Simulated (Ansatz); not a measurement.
**HC₆N (slab): density, localisation and related maps**

The calculation's input:

```
crystal:
  lattice:
    - [2.4656258801, 0.0, 0.0]
    - [-1.2328129401, 2.1341717703, 0.0]
    - [0.0, 0.0, 26.7842703175]
  atoms:
    - { symbol: C, position: [0.6666996623, 0.3333993246, 0.3173504411] }
    - { symbol: C, position: [0.3333003377, 0.6666006754, 0.3173504411] }
    - { symbol: C, position: [0.1666996623, 0.3333993246, 0.443996981] }
    - { symbol: C, position: [0.8333003377, 0.6666006754, 0.443996981] }
    - { symbol: C, position: [0.6666996623, 0.3333993246, 0.5706435209] }
    - { symbol: C, position: [0.3333003377, 0.6666006754, 0.5706435209] }
    - { symbol: "N", position: [1.0, 1.0, 0.5848309523], spin: 2.0 }
    - { symbol: H, position: [1.0932274835, 1.0387173894, 0.6221662984] }
basis:
  ecutwfc: 420
kpoints:
  mp_grid: { grid: [12, 12, 1] }
hamiltonian:
  xc: pbe
  dispersion: d3bj
scf:
  occupations: { method: gaussian, width: 0.05 }
output:
  forces: true
  eigenvalues: true
  populations: true
  write_density: true
  write_potential: true
  elf: true
  volumetric_format: npy
magnetization:
  spin_polarized: true
relax:
  adjacent_minimum: "off"
  f_tol: 0.03
  max_steps: 70
  constraints: [{ sites: [0, 1] }]
efield:
  axis: 3
  dipole_correction: true
  ramp_width: 0.04
```

Launched as:

```sh
ansatz run input.yaml --threads 2 --pin off --max-ram 5120MiB --backend cpu --events-out ev --progress --plain --runs-dir out
```

The fields are those of the run's last geometry, not of the input's.

The program warned that a starting moment wasn't kept; spin-polarised.

The calculation used DFT PBE+D3(BJ), scalar-relativistic, plane waves, PAW in Ansatz.

In a PAW calculation such maps are meaningful between the atoms, not at the nuclei.

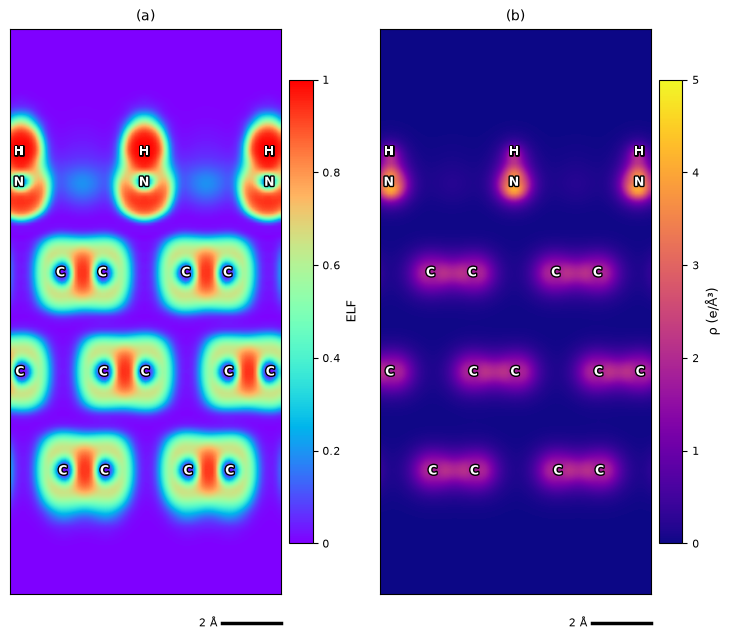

Figure 1. (a) ELF; (b) valence charge density (pseudo) on the (110) plane of the calculation cell, a cut from vacuum to vacuum.

Question: Interpret the plot.

Answer: The plane passes through C, N and H nuclei. N–H (1.05 Å): ρ at the midpoint is about 2.8 e/Å³; the ELF climbs to about 1 towards the hydrogen, as it does in any bond to H; a covalent bond by its length. C–C (1.42 Å): ρ is about 2 e/Å³ halfway; the ELF peaks at about 0.95 between the atoms. The density dies away to nearly zero in the vacuum. The ELF also peaks beside N, away from the bonds: lone-pair regions.

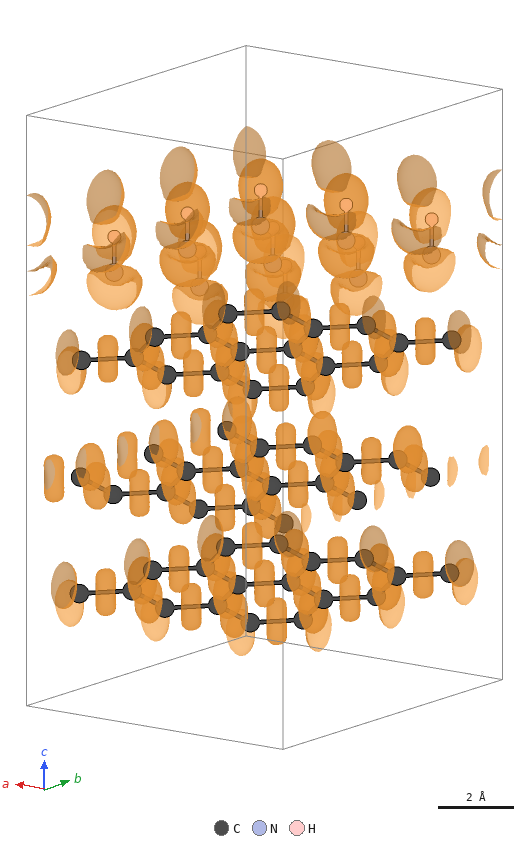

Figure 2. Isosurface of the ELF at 0.8 (orange), seen at an oblique angle. Core shells and regions of very low density are left out. Sticks mark near contacts.

Question: What do the ELF domains correspond to?

Answer: The ELF exceeds this value in nine regions between bonded C–C atoms, one region around a hydrogen nucleus and one lobe on N, pointing away from the bonds (lone pairs), counted in one cell of 8 atoms. Counts are for one cell; the picture repeats the cell along the surface.

Question: Does the calculation make it a metal, or give it a gap?

Answer: It is metallic or semimetallic at this level of theory: no gap opens.
